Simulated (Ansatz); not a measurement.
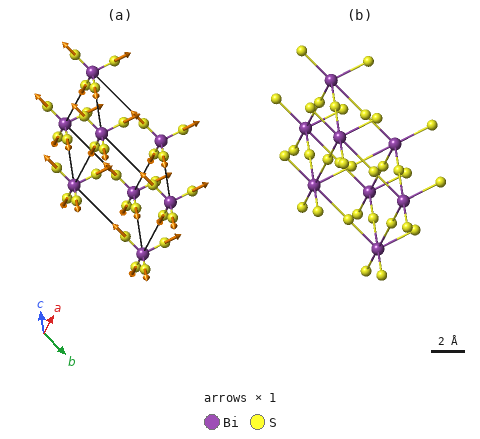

The structure of crystalline BiS₄ (a generated structure, set up in I-43m) (coarse preliminary run) before (left) and after (right) a relaxation, at one scale. The orange arrows give the displacements (the part carried along by the change of the cell is left out), at their true length.

A ball-and-stick model of the cell of the calculation, seen from a free direction.

These are results of Ansatz 0.2.0, DFT PBE, scalar-relativistic, plane waves, PAW, not measurements.

Input
```yaml
crystal:
  lattice:
    - [-3.47130175, 3.47130175, 3.47130175]
    - [3.47130175, -3.47130175, 3.47130175]
    - [3.47130175, 3.47130175, -3.47130175]
  atoms:
    - { symbol: Bi, position: [0.0, 0.0, 0.0] }
    - { symbol: S, position: [0.0, 0.0, 0.74631286] }
    - { symbol: S, position: [0.74631286, 0.0, 0.0] }
    - { symbol: S, position: [0.0, 0.74631286, 0.0] }
    - { symbol: S, position: [0.25368714, 0.25368714, 0.25368714] }
basis:
  ecutwfc: 420
kpoints:
  mp_grid: { grid: [4, 4, 4] }
hamiltonian:
  xc: pbe
scf:
  occupations: { method: gaussian, width: 0.1 }
  lower_state_search: "off"
output:
  forces: true
  stress: true
  eigenvalues: true
relax:
  adjacent_minimum: "off"
  f_tol: 0.04
  max_steps: 70
  cell: { stress_tol: 0.4 }
```

Launched with:
```bash
ansatz run input.yaml --threads 1 --pin off --max-ram 2560MiB --backend cpu --events-out ev --progress --plain --runs-dir out
```

Question: Describe what moved and what it gained.

Answer: The energy falls by 95.764 eV per cell of the calculation in 11 accepted moves (13 points after the start). Largest force component: 56 eV/Å at the start, 0.0083 eV/Å at the end. The pressure goes from 186.52 to −0.03 GPa. The line search rejected the trial step at point 10 of the run. The SCF was repeated once at an unchanged geometry on a basis and grid sized afresh for the cell, which shifted the energy by 2.2 meV per cell of the calculation at most. The largest moves relative to the cell, 1.16 Å, are those of S2, S3, S4 and S5. S5 goes along [1 1 1]. Bi stays in place. Cell: a = b = c 6.012 → 5.581 Å (−7.2 %). Volume −20.0 %. Some distances before and after: S2–S3 2.491 → 4.206 Å, Bi1–S2 4.487 → 3.005 Å, Bi1–S2 (another image) 1.525 → 2.576 Å. New bonds form: Bi1–S2 (4.49 → 3.01 Å), Bi1–S3 (4.49 → 3.01 Å), Bi1–S4 (4.49 → 3.01 Å), Bi1–S5 (4.49 → 3.01 Å). The space group stays I-43m (No. 217). The run took 53 s on 1 thread of Arm Neoverse V1, on a shared host, peak memory 0.37 GiB.
